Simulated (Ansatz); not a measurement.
## ZnSe: 9 runs along one coordinate

System: ZnSe (F-43m, 2 atoms in the cell).
Method: DFT PBEsol, scalar-relativistic, plane waves, PAW, no spin polarisation (Ansatz 0.2.0).

The 9 runs differ only in the geometry, by an even scaling of the cell at fixed fractional positions. The structure derives from an entry of the Crystallography Open Database.

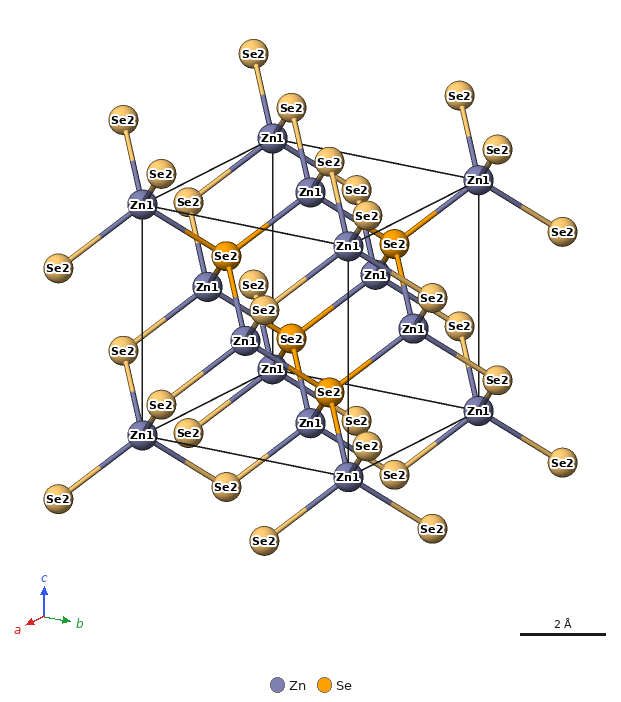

Figure 1. The structure of run 5 (ball-and-stick view of the cell 4 times as large as that of the calculation, set on its symmetry axes, seen at an oblique angle; neighbours outside the cell are drawn fainter; atoms are numbered from 1 in the order of the input).

**Input of run 5**
```yaml
crystal:
  lattice:
    - [0.0, 2.872169652, 2.872169652]
    - [2.872169652, 0.0, 2.872169652]
    - [2.872169652, 2.872169652, 0.0]
  atoms:
    - { symbol: Zn, position: [0.0, 0.0, 0.0] }
    - { symbol: Se, position: [0.75, 0.75, 0.75] }
basis:
  ecutwfc: 420
kpoints:
  mp_grid: { grid: [8, 8, 8] }
hamiltonian:
  xc: pbesol
scf:
  occupations: { method: gaussian, width: 0.02 }
output:
  forces: true
  stress: true
  eigenvalues: true
```

Command:
```bash
ansatz run input.yaml --threads 1 --pin off --max-ram 1331MiB --backend cpu --events-out ev --progress --plain --runs-dir out
```

Run 7 differs from it as follows:
```diff
-    - [0.0, 2.872169652, 2.872169652]
-    - [2.872169652, 0.0, 2.872169652]
-    - [2.872169652, 2.872169652, 0.0]
+    - [0.0, 2.923008024, 2.923008024]
+    - [2.923008024, 0.0, 2.923008024]
+    - [2.923008024, 2.923008024, 0.0]
```

**Results, with one run withheld**

| run | volume per atom (Å³) | free energy per atom, from the lowest run given (meV) | pressure (GPa) | gap on the mesh (eV) |
| --- | --- | --- | --- | --- |
| 1 | 20.730 | 27.21 | 5.81 | 1.55 |
| 2 | 21.371 | 9.27 | 3.22 | 1.42 |
| 3 | 22.100 | 0.40 | 0.75 | 1.28 |
| 4 | 22.486 | 0.00 | −0.40 | 1.21 |
| 5 | 23.694 | 14.62 | −3.34 | 1.01 |
| 6 | 24.500 | 35.36 | −4.86 | 0.89 |
| 7 | 24.974 | ? | ? | ? |
| 8 | 26.185 | 99.62 | −7.19 | 0.65 |
| 9 | 26.294 | 104.55 | −7.31 | 0.64 |

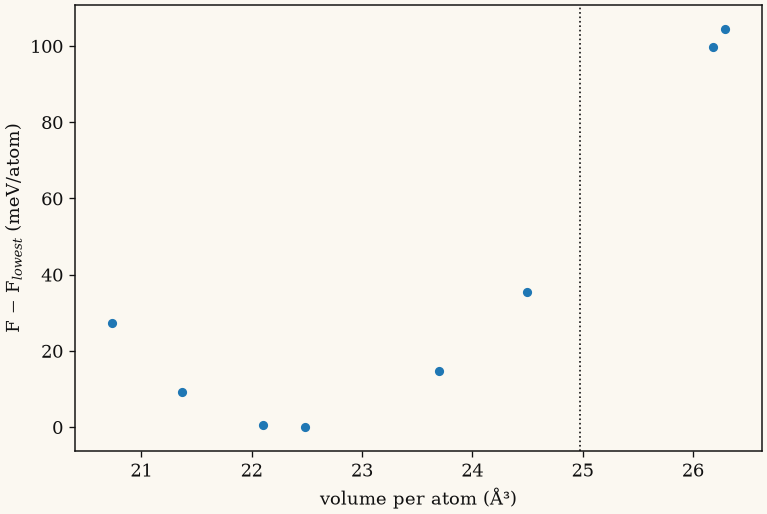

Figure 2. Free energy per atom of the runs given; the dotted line marks run 7.

Estimate the energy of run 7 from the others.

A cubic polynomial in V^(−2/3) (the Birch–Murnaghan form), fitted to the 8 runs given, misses them by at most 0.01 meV per atom. With x = V^(−2/3) − 0.12264 Å⁻², it reads F = 7.2165 − 4326.3 x + 6.2855e+05 x² + 1.4747e+06 x³ (meV per atom). At run 7 it gives 50.88 meV per atom, and the run itself gives 50.88. The slope of the fit gives a pressure −dF/dV of −5.62 GPa there, and the run prints −5.62 GPa. The fit has its minimum at 22.348 Å³ per atom, where V d²F/dV² gives 65.2 GPa: the bulk modulus at this level, since symmetry fixes the shape and the positions. The gap on the mesh goes, without turning, from 1.55 eV in run 1 to 0.64 eV in run 9; run 7 has 0.82 eV. These are gaps of this functional on this mesh, which can miss the band edges; they aren't the measured gap.

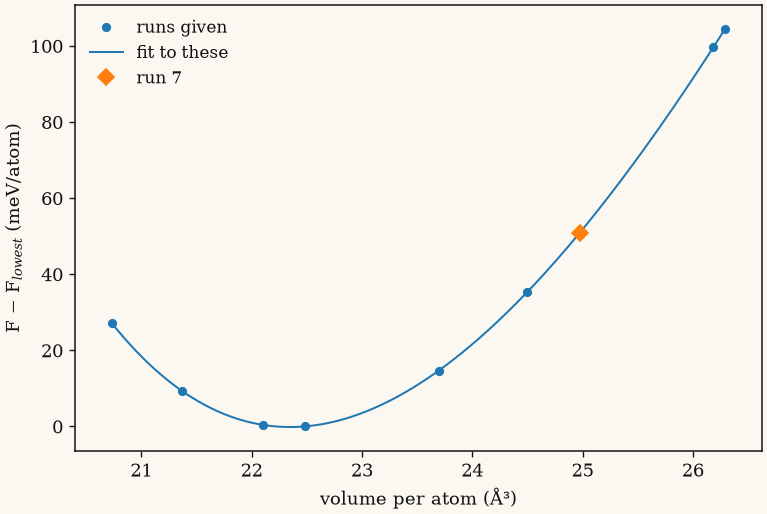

Figure 3. The fit and the withheld run.

**Output, shortened to warnings, some set-up lines, iterations and results (run 7)**
```
Basis set: ecut = 420 eV, 941 PW (Γ), exchange–correlation on 60×60×60 points (8 copies of the dense FFT grid, shifted against one another)
Symmetry: 24 space group operations
k-points: 29 of 512 (time reversal used)
Initial density: superposition of atomic densities (neutral atoms: chi_scale 0, normalization atom), corrected by the library's trained network
[...]
SCF iter   1: F=—  HF=-8706.354883 eV  |F-HF|=—  |Δ(HF+E_count)|=         —  Δρ=3.56e-3  dr2=7.43e-3  ethr=1.77e-3  ⟨swp⟩=5.9  Hψ=2618  notcnv=0
SCF iter   2: F=—  HF=-8706.352345 eV  |F-HF|=—  |Δ(HF+E_count)|=   2.54e-3  Δρ=8.73e-4  dr2=2.14e-4  ethr=2.65e-5  ⟨swp⟩=2.0  Hψ=1136  notcnv=0
SCF iter   3: F=—  HF=-8706.352371 eV  |F-HF|=—  |Δ(HF+E_count)|=   2.58e-5  Δρ=6.00e-4  dr2=1.10e-4  ethr=7.63e-7  ⟨swp⟩=2.2  Hψ=894  notcnv=0
SCF iter   4: F=—  HF=-8706.352403 eV  |F-HF|=—  |Δ(HF+E_count)|=   3.15e-5  Δρ=2.46e-4  dr2=4.19e-5  ethr=3.92e-7  ⟨swp⟩=2.0  Hψ=754  notcnv=0
SCF iter   5: F=—  HF=-8706.352398 eV  |F-HF|=—  |Δ(HF+E_count)|=   4.34e-6  Δρ=6.17e-5  dr2=2.04e-6  ethr=1.50e-7  ⟨swp⟩=2.0  Hψ=754  notcnv=0
SCF iter   6: F=-8706.352399 eV  HF=-8706.352399 eV  |F-HF|=1.33e-8  |Δ(HF+E_count)|=   7.17e-7  Δρ=8.90e-6  dr2=4.10e-8  ethr=3.57e-10  ⟨swp⟩=3.6  Hψ=2335  notcnv=0
SCF 1 converged in 6 iterations: F = -8706.352399 eV  dr2 = 4.10e-8
SCF converged after 6 iterations
Free energy (F): -8706.352399 eV
Harris-Foulkes:  -8706.352399 eV  (|F-HF|=1.33e-8)
Internal energy: -8706.352399 eV  (E = F + TS)
E sigma→0 (E₀):  -8706.352399 eV
Fermi energy:    5.849416 eV
--- Per-component energies (eV) ---
  E_band       = -413.269844
  E_kinetic    = 247.877148
  E_local      = -4532.942741  (includes V_loc(G=0)·N_el)
  E_nonlocal   = 23.688386
  E_hartree    = 2088.760623
  E_xc         = -237.526123
  E_vxc        = -148.679267  (∫ρ·V_xc dr)
  E_paw        = -3660.112837  (= ΣΔE_a)
  E_vpaw       = -180.732631  (= ΣTr[D̂ρ^β])
  E_aug_tail   = -0.000960  (compensation charges beyond the density's cutoff)
  E_ewald      = -2637.901700
  E_core_change = 1.805805  (= ΣΔE_core)
  E_smearing   = -0.000000  (= −TS)
  E_closure    = 0.000000  (closes the sum)
  Σ components = -8706.352399   (vs F -8706.352399, Δ=0.00e0)
--- Forces (eV/Å), atoms counted from 1 ---
  atom   1  Zn    -0.00000000     0.00000000    -0.00000000
  atom   2  Se     0.00000000    -0.00000000    -0.00000000
  max |Σ_I F_I| component: 1.76e-16 eV/Å
--- Stress (GPa, compression-positive) ---
       -5.620229      -0.000000      -0.000000
        0.000000      -5.620229       0.000000
       -0.000000       0.000000      -5.620229
  P = ⅓ Tr σ = -5.6202 GPa (-56.202 kbar)
```
